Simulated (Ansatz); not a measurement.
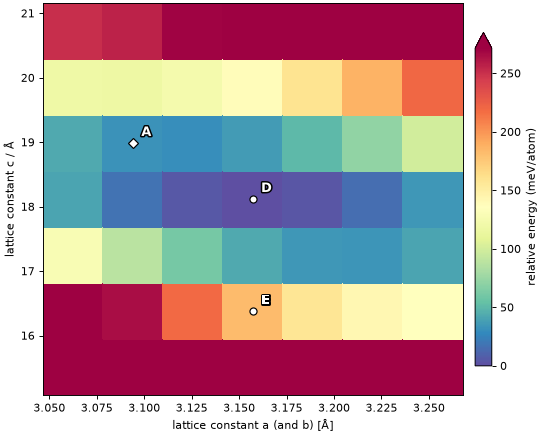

WS₂ (R3m, No. 160; 3 atoms in the cell). The energy is mapped over the lattice constants a and c of the conventional cell. First axis: lattice constant a (and b). Second axis: lattice constant c. Nothing is relaxed (fractional coordinates fixed). The grid has 7 × 7 points. All energies are given in meV/atom relative to the lowest grid point. The band gap closes in part of the range. The calculation used Ansatz, DFT PBE+D3(BJ), scalar-relativistic, plane waves, PAW. Settings: cutoff 420 eV, k-mesh 12×12×12, gaussian smearing 0.05 eV, no spin polarisation.

Drawn: one coloured cell a grid point, one colour for all values above the top of the scale, lettered points.

Question: Is A the lowest point of the computed grid?

Answer: No. A lies 33 meV/atom above the lowest grid point, which is at lattice constant a (and b) = 3.157 Å, lattice constant c = 18.12 Å.

Question: What kind of point is each of D, E: minimum, saddle, maximum or slope?

Answer: D: minimum; E: on a slope. (In these two coordinates alone; a stationary point may lie a little off the grid point.)

Question: Rank the lettered points by energy, lowest first.

Answer: D (0 meV/atom), A (33 meV/atom), E (183 meV/atom).

PAW datasets: the set soft_1.
